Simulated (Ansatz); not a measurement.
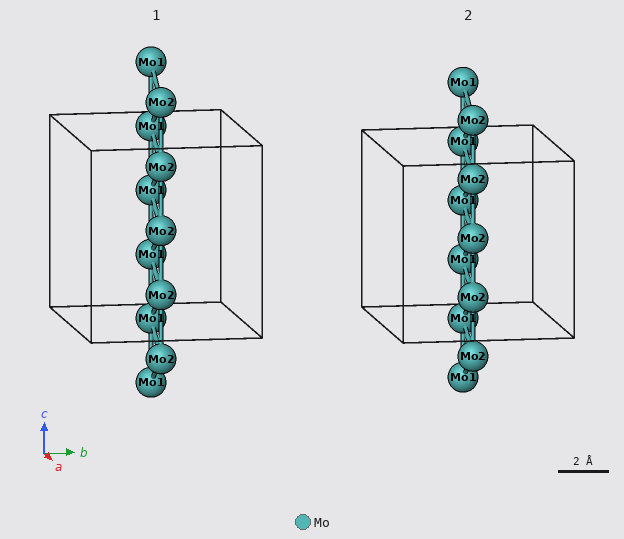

Two geometries of a wire of composition Mo, drawn at one scale. One is the start of a relaxation, the other its converged end. The picture is a ball-and-stick view of the 3 repeat of the cell, with the vacuum cut short, seen slightly off an axis.

Level of theory: DFT PBE, scalar-relativistic, plane waves, PAW in Ansatz 0.2.0. Set-up: plane-wave cutoff 420 eV; k-point mesh 1 × 1 × 25; occupations gaussian; smearing width 0.05 eV; collinear spin; cell relaxed at fixed a, b, alpha, beta, gamma; force threshold 0.01 eV/Å; at most 45 steps.

Question: Which geometry has the lower energy?

Answer: Structure 2 is the relaxed one. Case: strip chain of atoms. The atoms keep their places relative to the layer's centre (all moves are under 0.005 Å). Along the periodic axis the drawn cell goes c 7.833 → 7.209 Å (−8.0 %). Near-neighbour distances that change, for instance: Mo1–Mo1 2.611 → 2.403 Å, Mo1–Mo2 2.573 → 2.520 Å. Among the angles between lasting bonds that change: Mo2–Mo1–Mo2 61.0° → 57.0°, Mo1–Mo1–Mo2 120.5° → 118.5°, Mo1–Mo1–Mo2 59.5° → 61.5°. Over 5 accepted moves (7 points after the start) the energy falls by 0.326 eV per cell of the calculation. The largest force component goes from 1.2 to under 0.0001 eV/Å. The line search rejected the trial step at point 4 of the run. The SCF was repeated once at an unchanged geometry on a basis and grid sized afresh for the cell, which shifted the energy by 0.7 meV per cell of the calculation at most. The run took 61 s on 2 threads of Arm Neoverse V2 (shared host), peak memory 0.56 GiB.

Limits of the set-up: the k-point mesh is coarse for a cell with partly filled bands.
